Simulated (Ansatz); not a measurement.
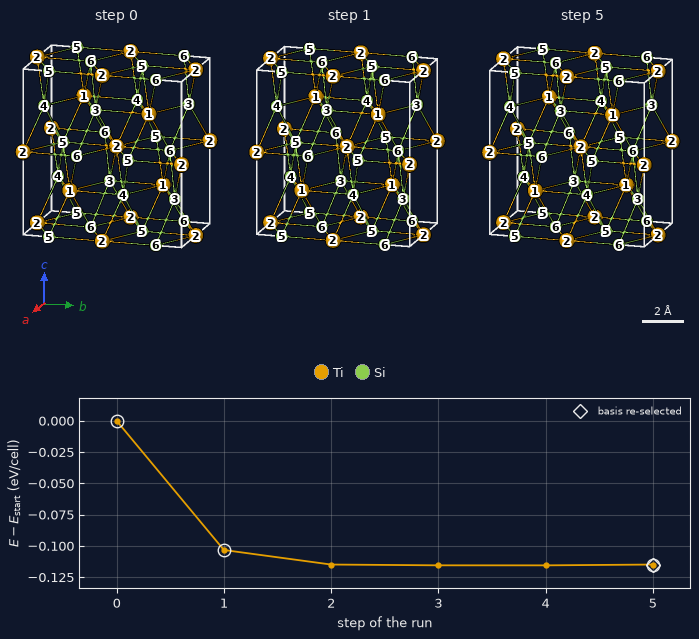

Frames of a relaxation of a crystal of TiSi₂ (set up in Fddd), marked on the history of the run. Style: ball-and-stick. Shown: the conventional cell (4 times the calculation's cell), slightly off an axis. Lengths and directions refer to the drawn axes.

The run lets cell and atoms move.

These are results of Ansatz, Kohn-Sham DFT of a periodic cell, PBEsol with D3(BJ), Ansatz PAW, not measurements.

Input
```yaml
crystal:
  lattice:
    - [0.0, 4.1175163063, 4.2628978354]
    - [2.3895119538, 0.0, 4.2628978354]
    - [2.3895119538, 4.1175163063, 0.0]
  atoms:
    - { symbol: Ti, position: [0.75, 0.75, 0.75] }
    - { symbol: Ti, position: [0.5, 0.5, 0.5] }
    - { symbol: Si, position: [0.41256561, 0.08743439, 0.41256561] }
    - { symbol: Si, position: [0.08743439, 0.41256561, 0.08743439] }
    - { symbol: Si, position: [0.16256561, 0.83743439, 0.16256561] }
    - { symbol: Si, position: [0.83743439, 0.16256561, 0.83743439] }
hamiltonian:
  xc: pbesol
  pseudopotentials: { kind: paw }
  dispersion: d3bj
kpoints:
  mp_grid: { grid: [7, 7, 7] }
scf:
  occupations: { method: fermi_dirac, width: 0.05 }
output:
  forces: true
  stress: true
  eigenvalues: true
relax:
  f_tol: 0.01
  max_steps: 40
  cell: { stress_tol: 0.05 }
```

Run as
```bash
ansatz run input.yaml --threads 2 --pin off --max-ram 5632MiB --backend cpu --events-out ev --progress --plain --runs-dir out
```

Describe the path.

Answer. The energy falls by 0.115 eV per cell of the calculation in 4 accepted moves (5 points after the start). The largest force component goes from 0.05 to 0.0055 eV/Å. Pressure: −7.72 GPa at the start and −0.01 GPa at the end. The SCF was repeated once at an unchanged geometry on a basis and grid sized afresh for the cell, which shifted the energy by 0.6 meV per cell of the calculation at most. The largest moves relative to the cell, 0.008 Å, are those of Si3, Si4, Si5 and Si6. Si6 goes along −b. Ti stays in place. The volume changes by −5.2 %, with a 4.779 → 4.696 Å (−1.7 %), b 8.235 → 8.037 Å (−2.4 %), c 8.526 → 8.428 Å (−1.1 %). Some distances before and after: Ti1–Si3 2.779 → 2.704 Å, Ti1–Ti2 3.195 → 3.139 Å, Ti1–Si3 (another image) 2.739 → 2.691 Å, Ti1–Si5 2.547 → 2.510 Å. The space group stays Fddd (No. 70). From step 0 to 1: volume −6.0 %, energy −0.103 eV per cell of the calculation. From step 1 to 5: volume +0.9 %, energy −11.6 meV per cell of the calculation.

```
step  E − E(0), meV/atom  largest force component, eV/Å  pressure, GPa  volume, Å³/atom                      note
   0                0.00                         0.0499          -7.72           13.981                          
   1              -17.20                         0.0237           1.24           13.139                          
   2              -19.14                         0.0125          -0.08           13.266                          
   3              -19.24                         0.0085          -0.06           13.261                          
   4              -19.24                         0.0055           0.00           13.256                          
   5              -19.14                         0.0055          -0.01           13.256  same geometry, new basis
```
